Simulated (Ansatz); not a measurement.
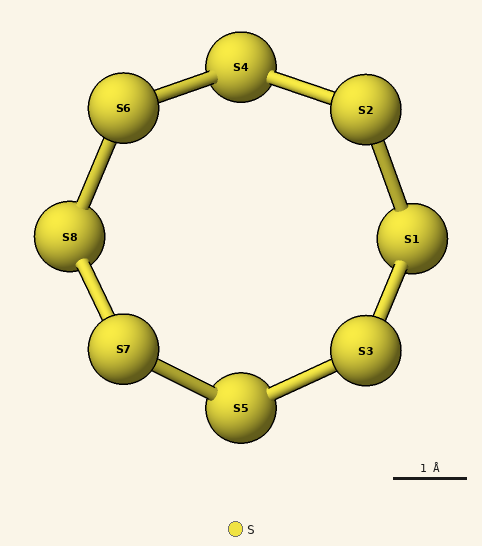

*The starting structure (ball-and-stick view of the molecule without its box, seen on its broad side; atoms are numbered from 1 in the order of the input).*

# Geometry relaxation of S

System: S (P4mm, 8 atoms in the cell).
Method: DFT PBE+D3(BJ), scalar-relativistic, plane waves, PAW, no spin polarisation (Ansatz 0.2.0).

The structure derives from a Materials Project entry. Figures and captions count atoms from 1; the log counts them from 0 in places.

The program's output
```
Engine: ansatz 0.2.0, aarch64-unknown-linux-gnu
Pseudopotentials: kind: paw
Pseudopotential: S, paw, valence charge 6, recommended cutoff 420 eV (normal), S.paw.azcp
Functional definition: PBE
  parameter kappa = 0.804
  parameter beta = 0.06672455060314922
  exchange = pbe_x(kappa = kappa, mu = beta*pi^2/3)
  correlation = pbe_c(beta = beta)
Crystal: 8 atoms, lattice volume = 5791.137 Å³
Basis set: ecut = 420 eV, 113161 PW (Γ), exchange–correlation on 240×240×288 points (8 copies of the dense FFT grid, shifted against one another)
Bands: 32, of which v1, the nominal top of the filled ones, is band 24 counted from 1 (23 counted from 0)
Symmetry: 8 space group operations
Space group: P4mm (ITA 99), of the structure as read, at distance tolerance 1.8e-4 Å
k-points: 3 of 4
Non-local potential: S, projectors of the file, l = 0: 2, l = 1: 2, l = 2: 2
PAW form: soft (Blöchl's): semilocal exchange-correlation on the pseudo side does not see the compensation charge
PAW one-centre angular grid: S, 110 points (default); XC on 64 Gauss nodes
Initial density: superposition of atomic densities (neutral atoms: chi_scale 0, normalization atom), corrected by the library's trained network
Initial wavefunctions: pseudopotential atomic-orbital guess
Functional: x = pbe(κ = 0.804, μ = 0.2195149727645171), c = pbe(β = 0.06672455060314922)
SCF iter   1: F=—  HF=-7216.954932 eV  |F-HF|=—  |Δ(HF+E_count)|=         —  Δρ=4.14e-4  dr2=1.01e-2  ethr=1.77e-3  ⟨swp⟩=9.0  Hψ=554  notcnv=0
preconditioner: auto → Resta (q_TF=auto, 1.227 Å⁻¹)  ε∞=1.2  [insulator: Δε(μ)=3.395 eV  Ē_g=7.510 eV  σ=0.020 eV  W_gap=1.00  n_scr=186 (ndim 8)  ℏωp=3.0 eV  f_vac=0.924  D(μ)=0.00/eV (n_scr^D=0)  ε∞_Penn≈1.2  vacuum switching on, ρ_ref=4.1e-3 e/Å³]
SCF iter   2: F=—  HF=-7216.953277 eV  |F-HF|=—  |Δ(HF+E_count)|=   1.66e-3  Δρ=1.68e-4  dr2=1.26e-3  ethr=2.10e-5  ⟨swp⟩=3.0  Hψ=210  notcnv=0  defer=6
SCF iter   3: F=—  HF=-7216.956820 eV  |F-HF|=—  |Δ(HF+E_count)|=   3.54e-3  Δρ=5.21e-5  dr2=2.29e-4  ethr=2.63e-6  ⟨swp⟩=2.0  Hψ=177  notcnv=0  defer=6
SCF iter   4: F=—  HF=-7216.957230 eV  |F-HF|=—  |Δ(HF+E_count)|=   4.10e-4  Δρ=2.00e-5  dr2=1.67e-5  ethr=4.77e-7  ⟨swp⟩=2.0  Hψ=138  notcnv=0  defer=6
SCF iter   5: F=—  HF=-7216.958258 eV  |F-HF|=—  |Δ(HF+E_count)|=   1.03e-3  Δρ=3.82e-6  dr2=5.65e-7  ethr=3.49e-8  ⟨swp⟩=2.0  Hψ=162  notcnv=0  defer=6
SCF iter   6: F=-7216.958265 eV  HF=-7216.958265 eV  |F-HF|=3.25e-7  |Δ(HF+E_count)|=   6.18e-6  Δρ=9.10e-7  dr2=4.44e-8  ethr=2.08e-10  ⟨swp⟩=11.0  Hψ=519  notcnv=0
SCF 1 converged in 6 iterations: F = -7216.958265 eV  dr2 = 4.44e-8
  greatest PAW one-centre occupation: 0.871 electrons in one spin orbital (limit 2), on the S atom at site 7 (counted from 0), in its partial waves of l = 0
relax step   1: F+E_penalty+E_count = -7216.95826497 eV  Δ(F+E_penalty+E_count) = +0.000e0 eV  max|allowed force component| = 2.733e-1 eV/Å  Δτ_max = 0.0000 Å  P = +0.049 GPa  Ω = 5791.137 Å³  (6 SCF iters, dr2 threshold 1.00e-7 eV, accepted)
Crystal: 8 atoms, lattice volume = 5791.932 Å³
Initial density: handed on by an earlier stage of this run
Initial wavefunctions: those handed on with the density
iter 1 solved again at ethr=1.40e-5 eV; its pass at ethr=3.10e-3 eV (dr2=6.72e-3 eV) is discarded
SCF iter   1: F=—  HF=-7216.981260 eV  |F-HF|=—  |Δ(HF+E_count)|=         —  Δρ=4.55e-4  dr2=8.28e-3  ethr=1.40e-5  ⟨swp⟩=3.0  Hψ=498  notcnv=0
preconditioner: auto → Resta (q_TF=auto, 1.227 Å⁻¹)  ε∞=1.2  [insulator: Δε(μ)=3.250 eV  Ē_g=7.388 eV  σ=0.020 eV  W_gap=1.00  n_scr=186 (ndim 8)  ℏωp=3.0 eV  f_vac=0.926  D(μ)=0.00/eV (n_scr^D=0)  ε∞_Penn≈1.2  vacuum switching on, ρ_ref=4.0e-3 e/Å³]
SCF iter   2: F=—  HF=-7216.979123 eV  |F-HF|=—  |Δ(HF+E_count)|=   2.14e-3  Δρ=1.92e-4  dr2=1.03e-3  ethr=1.40e-5  ⟨swp⟩=3.0  Hψ=201  notcnv=0
SCF iter   3: F=—  HF=-7216.979097 eV  |F-HF|=—  |Δ(HF+E_count)|=   2.60e-5  Δρ=6.98e-5  dr2=2.01e-4  ethr=2.15e-6  ⟨swp⟩=2.0  Hψ=141  notcnv=0
SCF iter   4: F=—  HF=-7216.980032 eV  |F-HF|=—  |Δ(HF+E_count)|=   9.34e-4  Δρ=1.72e-5  dr2=1.68e-5  ethr=4.18e-7  ⟨swp⟩=2.0  Hψ=144  notcnv=0
SCF iter   5: F=-7216.980031 eV  HF=-7216.980030 eV  |F-HF|=1.27e-7  |Δ(HF+E_count)|=   1.35e-6  Δρ=4.10e-6  dr2=4.88e-7  ethr=1.67e-9  ⟨swp⟩=6.0  Hψ=489  notcnv=0
SCF 2 converged in 5 iterations: F = -7216.980031 eV  dr2 = 4.88e-7
  greatest PAW one-centre occupation: 0.871 electrons in one spin orbital (limit 2), on the S atom at site 6 (counted from 0), in its partial waves of l = 0
relax step   2: F+E_penalty+E_count = -7216.98003060 eV  Δ(F+E_penalty+E_count) = -2.177e-2 eV  max|allowed force component| = 7.179e-2 eV/Å  Δτ_max = 0.0268 Å  P = +0.001 GPa  Ω = 5791.932 Å³  energy of the carried Pulay correction = -9.303e-7 eV  (5 SCF iters, dr2 threshold 8.00e-7 eV, accepted)
Crystal: 8 atoms, lattice volume = 5791.666 Å³
iter 1 solved again at ethr=2.76e-6 eV; its pass at ethr=3.10e-3 eV (dr2=1.33e-3 eV) is discarded
SCF iter   1: F=—  HF=-7216.981123 eV  |F-HF|=—  |Δ(HF+E_count)|=         —  Δρ=1.87e-4  dr2=1.42e-3  ethr=2.76e-6  ⟨swp⟩=3.0  Hψ=526  notcnv=0
preconditioner: auto → Resta (q_TF=auto, 1.227 Å⁻¹)  ε∞=1.2  [insulator: Δε(μ)=3.302 eV  Ē_g=7.380 eV  σ=0.020 eV  W_gap=1.00  n_scr=186 (ndim 8)  ℏωp=3.0 eV  f_vac=0.926  D(μ)=0.00/eV (n_scr^D=0)  ε∞_Penn≈1.2  vacuum switching on, ρ_ref=4.0e-3 e/Å³]
SCF iter   2: F=—  HF=-7216.980695 eV  |F-HF|=—  |Δ(HF+E_count)|=   4.28e-4  Δρ=7.97e-5  dr2=2.10e-4  ethr=2.76e-6  ⟨swp⟩=2.0  Hψ=168  notcnv=0
SCF iter   3: F=—  HF=-7216.981636 eV  |F-HF|=—  |Δ(HF+E_count)|=   9.41e-4  Δρ=1.61e-5  dr2=1.89e-5  ethr=4.37e-7  ⟨swp⟩=3.0  Hψ=189  notcnv=0
SCF iter   4: F=—  HF=-7216.981633 eV  |F-HF|=—  |Δ(HF+E_count)|=   3.81e-6  Δρ=5.09e-6  dr2=1.83e-6  ethr=3.93e-8  ⟨swp⟩=2.0  Hψ=144  notcnv=0
SCF iter   5: F=-7216.981632 eV  HF=-7216.981632 eV  |F-HF|=5.73e-9  |Δ(HF+E_count)|=   2.98e-7  Δρ=1.63e-6  dr2=9.61e-8  ethr=6.71e-10  ⟨swp⟩=8.0  Hψ=463  notcnv=0
SCF 3 converged in 5 iterations: F = -7216.981632 eV  dr2 = 9.61e-8
relax step   3: F+E_penalty+E_count = -7216.98163231 eV  Δ(F+E_penalty+E_count) = -1.602e-3 eV  max|allowed force component| = 1.879e-2 eV/Å  Δτ_max = 0.0090 Å  P = -0.001 GPa  Ω = 5791.666 Å³  energy of the carried Pulay correction = -6.185e-7 eV  (5 SCF iters, dr2 threshold 3.22e-7 eV, accepted)
Initial wavefunctions: pseudopotential atomic-orbital guess (no wavefunctions were taken with the density)
iter 1 solved again at ethr=3.20e-7 eV; its pass at ethr=3.10e-3 eV (dr2=1.53e-4 eV) is discarded
SCF iter   1: F=—  HF=-7216.980642 eV  |F-HF|=—  |Δ(HF+E_count)|=         —  Δρ=1.65e-6  dr2=9.49e-8  ethr=3.20e-7  ⟨swp⟩=3.0  Hψ=793  notcnv=0
eigensolver tolerance schedule: the retry pair's looser diagonalisation over-reported the residual by 1615.06 of it (diagonalisation noise at 0.20 of the residual, at the tolerance the schedule requests for it); recorded, not acted on — ethr = c·dr2/N_el stays at c = 1.0e-1
preconditioner: auto → Resta (q_TF=auto, 1.227 Å⁻¹)  ε∞=1.2  [insulator: Δε(μ)=3.311 eV  Ē_g=7.379 eV  σ=0.020 eV  W_gap=1.00  n_scr=186 (ndim 8)  ℏωp=3.0 eV  f_vac=0.926  D(μ)=0.00/eV (n_scr^D=0)  ε∞_Penn≈1.2  vacuum switching on, ρ_ref=3.9e-3 e/Å³]
SCF iter   2: F=—  HF=-7216.981632 eV  |F-HF|=—  |Δ(HF+E_count)|=   9.91e-4  Δρ=7.88e-7  dr2=2.46e-8  ethr=1.98e-10  ⟨swp⟩=3.3  Hψ=226  notcnv=0
SCF iter   3: F=—  HF=-7216.981633 eV  |F-HF|=—  |Δ(HF+E_count)|=   2.92e-7  Δρ=3.59e-7  dr2=9.31e-9  ethr=5.13e-11  ⟨swp⟩=2.0  Hψ=144  notcnv=0
SCF iter   4: F=—  HF=-7216.981633 eV  |F-HF|=—  |Δ(HF+E_count)|=   9.68e-8  Δρ=7.47e-8  dr2=5.77e-10  ethr=1.94e-11  ⟨swp⟩=2.0  Hψ=132  notcnv=0
SCF iter   5: F=—  HF=-7216.981633 eV  |F-HF|=—  |Δ(HF+E_count)|=   5.53e-9  Δρ=2.89e-8  dr2=9.22e-11  ethr=1.20e-12  ⟨swp⟩=2.0  Hψ=153  notcnv=0
SCF iter   6: F=-7216.981633 eV  HF=-7216.981633 eV  |F-HF|=1.47e-10  |Δ(HF+E_count)|=  5.42e-10  Δρ=9.50e-9  dr2=4.05e-12  ethr=1.00e-12  ⟨swp⟩=7.0  Hψ=495  notcnv=0
SCF 4 converged in 6 iterations: F = -7216.981633 eV  dr2 = 4.05e-12
  greatest PAW one-centre occupation: 0.871 electrons in one spin orbital (limit 2), on the S atom at site 0 (counted from 0), in its partial waves of l = 0
relax step   4: F+E_penalty+E_count = -7216.98163280 eV  Δ(F+E_penalty+E_count) = -4.885e-7 eV  max|allowed force component| = 1.875e-2 eV/Å  Δτ_max = 0.0000 Å  P = -0.001 GPa  Ω = 5791.666 Å³  stress off target by 2.04e-3 GPa  SCF on the basis re-selected at this cell (its energy is not comparable with the rows above)  (6 SCF iters)
```

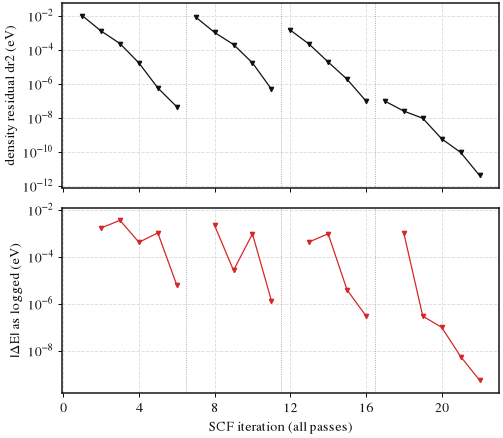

*Convergence of the self-consistent field: density residual dr2 and size of the energy change against the SCF iteration. The dotted lines part the SCF passes of the relaxation: geometry steps, rejected trials and re-solves on a re-selected basis.*

The passes take 6, 5, 5 and 6 iterations.

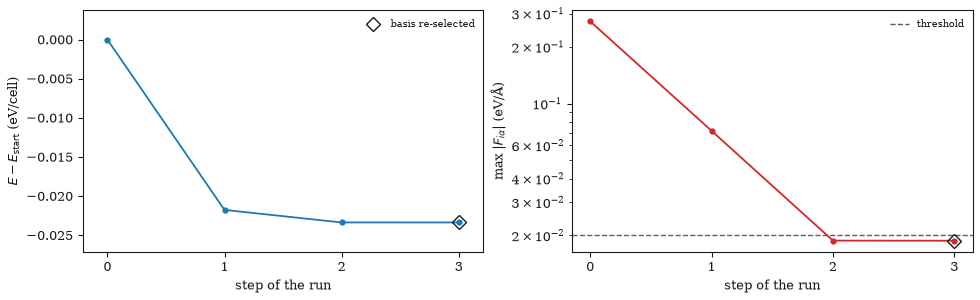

*Progress of the relaxation, step by step (the first geometry is step 0 here and step 1 in the log).*

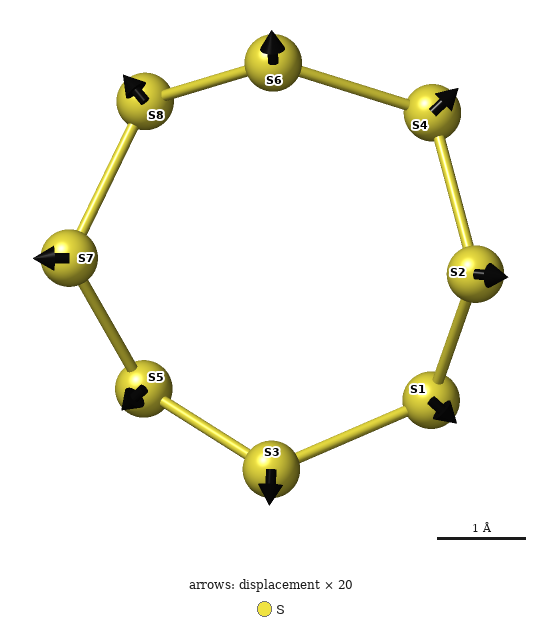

*The starting structure with the displacements as black arrows, magnified 20 times (ball-and-stick view of the molecule without its box, seen at a tilt). The two geometries are laid on each other by the best rigid fit.*

The largest moves after the best rigid fit, 0.021 Å, are those of 8 atoms (S1, S2, S3, S4 and others). Among the contacts that change: S1–S2 2.047 → 2.066 Å. Over 2 geometry steps the energy falls by 0.54 kcal/mol. Largest force component: 0.27 eV/Å at the start, 0.019 eV/Å at the end. A last SCF at the same geometry on a re-selected plane-wave basis shifts the energy by next to nothing (0.0 kJ/mol). (Atoms are counted from 1 in the order of the input.)

```
basis re-selected at this cell: Δ(F+E_penalty+E_count) = -4.885e-7 eV, ΔP = -0.000 GPa vs the last step (what re-selecting the basis moved, of the pressure what is left beyond the Pulay correction that the steps carried, after the strain that the cell walked since its last selection, with what the two solves' SCF thresholds leave and, on support functions, any second-order correction that the steps lacked; it is no measure of the basis error at this ecutwfc). This SCF's stress stands 2.04e-3 GPa from its target on what of the cell is left free (relax.cell.stress_tol is 3.00e-2 GPa) and its largest allowed force component is 1.88e-2 eV/Å (relax.f_tol is 2.00e-2 eV/Å): within both
SCF converged after 6 iterations
Free energy (F): -7216.981633 eV
Harris-Foulkes:  -7216.981633 eV  (|F-HF|=1.47e-10)
Internal energy: -7216.981633 eV  (E = F + TS)
E sigma→0 (E₀):  -7216.981633 eV
Fermi energy:    -4.538940 eV
--- Per-component energies (eV) ---
  E_band       = -559.474978
  E_kinetic    = 845.789613
  E_local      = -8738.235966  (includes V_loc(G=0)·N_el)
  E_nonlocal   = 231.726384
  E_hartree    = 3915.751568
  E_xc         = -770.317586
  E_vxc        = -690.231314  (∫ρ·V_xc dr)
  E_paw        = -4802.216685  (= ΣΔE_a)
  E_vpaw       = -40.026850  (= ΣTr[D̂ρ^β])
  E_aug_tail   = 0.000013  (compensation charges beyond the density's cutoff)
  E_ewald      = 2101.103488
  E_disp       = -0.582461  (pairwise vdW)
  E_smearing   = -0.000000  (= −TS)
  E_closure    = 0.000000  (closes the sum)
  Σ components = -7216.981633   (vs F -7216.981633, Δ=0.00e0)
--- Forces (eV/Å), atoms counted from 1 ---
  atom   1  S     -0.00001243     0.00000000     0.01875415
  atom   2  S      0.00018899     0.00018899    -0.01875509
  atom   3  S      0.00018899    -0.00018899    -0.01875509
  atom   4  S     -0.00000000    -0.00001243     0.01875415
  atom   5  S     -0.00000000     0.00001243     0.01875415
  atom   6  S     -0.00018899     0.00018899    -0.01875509
  atom   7  S     -0.00018899    -0.00018899    -0.01875509
  atom   8  S      0.00001243     0.00000000     0.01875415
  max |Σ_I F_I| component: 3.78e-6 eV/Å
--- Stress (GPa, compression-positive) ---
       -0.000104       0.000000       0.000000
        0.000000      -0.000104       0.000000
        0.000000       0.000000      -0.002044
  P = ⅓ Tr σ = -0.0008 GPa (-0.008 kbar)
--- Band table (eV) ---
  k-point 0: bands = ["-21.6244", "-20.8274", "-20.8274", "-18.7255", "-18.7254", "-15.8678", "-15.8678", "-13.9216", "-11.5265", "-10.8257", "-10.8257", "-9.9633", "-9.2650", "-9.2649", "-9.1048", "-9.1048", "-8.1465", "-6.7380", "-6.7380", "-6.5391", "-6.5389", "-6.2873", "-6.2873", "-6.1945", "-2.8833", "-2.8833", "-2.5496", "-1.6806", "-1.6806", "-1.6496", "-1.5045", "-1.5041"]
  k-point 1: bands = ["-21.6244", "-20.8274", "-20.8274", "-18.7255", "-18.7254", "-15.8678", "-15.8678", "-13.9216", "-11.5265", "-10.8257", "-10.8257", "-9.9633", "-9.2650", "-9.2649", "-9.1048", "-9.1048", "-8.1465", "-6.7380", "-6.7380", "-6.5391", "-6.5389", "-6.2874", "-6.2873", "-6.1945", "-2.8833", "-2.8833", "-2.5495", "-1.6809", "-1.6806", "-1.6496", "-1.5043", "-1.5041"]
  k-point 2: bands = ["-21.6244", "-20.8274", "-20.8274", "-18.7255", "-18.7254", "-15.8678", "-15.8678", "-13.9216", "-11.5265", "-10.8257", "-10.8257", "-9.9633", "-9.2650", "-9.2649", "-9.1048", "-9.1048", "-8.1465", "-6.7380", "-6.7380", "-6.5391", "-6.5389", "-6.2874", "-6.2874", "-6.1945", "-2.8833", "-2.8833", "-2.5495", "-1.6808", "-1.6808", "-1.6496", "-1.5042", "-1.5042"]
--- Relaxed structure (3 steps of the walk, 3 accepted, 1 SCFs on fresh bases) ---
  F+E_penalty+E_count = -7216.98163280 eV   max|allowed force component| = 1.875e-2 eV/Å   (the final SCF, on the basis selected at the relaxed cell)
  cell:  # Å, volume = 5791.6657 Å³
    - [16.829886252401295, 0.0, -1.173172190939312e-33]
    - [0.0, 16.829886252401295, 0.0]
    - [-1.4254041114336288e-33, 0.0, 20.447542674781126]
  atoms:
    - { symbol: S, position: [0.358690394927257, 0.5, 0.4160960644729881] }
    - { symbol: S, position: [0.40007717461855, 0.40007717461855, 0.4639039355270118] }
    - { symbol: S, position: [0.40007717461855, 0.59992282538145, 0.4639039355270118] }
    - { symbol: S, position: [0.5, 0.358690394927257, 0.4160960644729881] }
    - { symbol: S, position: [0.5, 0.6413096050727429, 0.4160960644729881] }
    - { symbol: S, position: [0.59992282538145, 0.40007717461855, 0.4639039355270118] }
    - { symbol: S, position: [0.59992282538145, 0.59992282538145, 0.4639039355270118] }
    - { symbol: S, position: [0.6413096050727429, 0.5, 0.4160960644729881] }
```

Trajectory as extended XYZ (Å, eV, eV/Å), 4 frames, from step=1 to step=4
```
8
Lattice="16.8292 0.0000 0.0000 0.0000 16.8292 0.0000 0.0000 0.0000 20.4474" Properties=species:S:1:pos:R:3:forces:R:3 step=1 energy=-7216.95827 pressure_GPa=0.05
S     6.0563    8.4146    8.5137   -0.2233   0.0000  -0.2733
S     6.7472    6.7472    9.4800   -0.1590  -0.1590   0.2733
S     6.7472   10.0820    9.4800   -0.1590   0.1590   0.2733
S     8.4146    6.0563    8.5137    0.0000  -0.2233  -0.2733
S     8.4146   10.7729    8.5137    0.0000   0.2233  -0.2733
S    10.0820    6.7472    9.4800    0.1590  -0.1590   0.2733
S    10.0820   10.0820    9.4800    0.1590   0.1590   0.2733
S    10.7729    8.4146    8.5137    0.2233   0.0000  -0.2733
8
Lattice="16.8303 0.0000 0.0000 0.0000 16.8303 0.0000 0.0000 0.0000 20.4474" Properties=species:S:1:pos:R:3:forces:R:3 step=2 energy=-7216.98003 pressure_GPa=0.00
S     6.0303    8.4152    8.5142    0.0110   0.0000  -0.0718
S     6.7287    6.7287    9.4795    0.0081   0.0081   0.0718
S     6.7287   10.1016    9.4795    0.0081  -0.0081   0.0718
S     8.4152    6.0303    8.5142    0.0000   0.0110  -0.0718
S     8.4152   10.8001    8.5142    0.0000  -0.0110  -0.0718
S    10.1016    6.7287    9.4795   -0.0081   0.0081   0.0718
S    10.1016   10.1016    9.4795   -0.0081  -0.0081   0.0718
S    10.8001    8.4152    8.5142   -0.0110   0.0000  -0.0718
8
Lattice="16.8299 0.0000 0.0000 0.0000 16.8299 0.0000 0.0000 0.0000 20.4475" Properties=species:S:1:pos:R:3:forces:R:3 step=3 energy=-7216.98163 pressure_GPa=-0.00
S     6.0367    8.4149    8.5081    0.0000   0.0000   0.0188
S     6.7333    6.7333    9.4857    0.0001   0.0001  -0.0188
S     6.7333   10.0966    9.4857    0.0001  -0.0001  -0.0188
S     8.4149    6.0367    8.5081    0.0000   0.0000   0.0188
S     8.4149   10.7932    8.5081    0.0000   0.0000   0.0188
S    10.0966    6.7333    9.4857   -0.0001   0.0001  -0.0188
S    10.0966   10.0966    9.4857   -0.0001  -0.0001  -0.0188
S    10.7932    8.4149    8.5081    0.0000   0.0000   0.0188
8
Lattice="16.8299 0.0000 0.0000 0.0000 16.8299 0.0000 0.0000 0.0000 20.4475" Properties=species:S:1:pos:R:3:forces:R:3 step=4 energy=-7216.98163 pressure_GPa=-0.00
S     6.0367    8.4149    8.5081    0.0000   0.0000   0.0188
S     6.7333    6.7333    9.4857    0.0002   0.0002  -0.0188
S     6.7333   10.0966    9.4857    0.0002  -0.0002  -0.0188
S     8.4149    6.0367    8.5081    0.0000   0.0000   0.0188
S     8.4149   10.7932    8.5081    0.0000   0.0000   0.0188
S    10.0966    6.7333    9.4857   -0.0002   0.0002  -0.0188
S    10.0966   10.0966    9.4857   -0.0002  -0.0002  -0.0188
S    10.7932    8.4149    8.5081    0.0000   0.0000   0.0188
```

The run was set up as follows.

Input file
```yaml
crystal:
  lattice:
    - [16.8291635, 0.0, 0.0]
    - [0.0, 16.8291635, 0.0]
    - [0.0, 0.0, 20.44743221]
  atoms:
    - { symbol: S, position: [0.35986916, 0.5, 0.41637011] }
    - { symbol: S, position: [0.40092381, 0.40092381, 0.46362989] }
    - { symbol: S, position: [0.40092381, 0.59907619, 0.46362989] }
    - { symbol: S, position: [0.5, 0.35986916, 0.41637011] }
    - { symbol: S, position: [0.5, 0.64013084, 0.41637011] }
    - { symbol: S, position: [0.59907619, 0.40092381, 0.46362989] }
    - { symbol: S, position: [0.59907619, 0.59907619, 0.46362989] }
    - { symbol: S, position: [0.64013084, 0.5, 0.41637011] }
basis:
  ecutwfc: 420
kpoints:
  mp_grid: { grid: [2, 2, 1] }
hamiltonian:
  xc: pbe
  dispersion: d3bj
scf:
  occupations: { method: gaussian, width: 0.02 }
output:
  forces: true
  stress: true
  eigenvalues: true
relax:
  adjacent_minimum: "off"
  f_tol: 0.02
  max_steps: 70
  cell: { stress_tol: 0.03 }
```

Run as:
```bash
ansatz run input.yaml --threads 2 --pin off --max-ram 5120MiB --backend cpu --events-out ev --progress --plain --runs-dir out
```

Summary

| quantity | value |
| --- | --- |
| outcome | converged |
| space group (tolerance 0.01 Å) | P4mm (99) |
| electrons treated | 48 |
| free energy | −7216.9816 eV |
| Fermi energy | −4.539 eV |
| gap on the k-point mesh | 3.31 eV |
| pressure | 0.00 GPa |
| final volume | 5791.67 Å³ |
| largest force (length of the vector) at the end | 0.019 eV/Å |
| final cell | a = 16.830 Å, b = 16.830 Å, c = 20.448 Å, α = 90.00°, β = 90.00°, γ = 90.00° |
| hardware | 2 threads of Arm Neoverse V1, 24 GiB of memory available, shared host |
| wall time | 92 s (CPU time 3 min) |
| peak memory | 3.9 GiB |
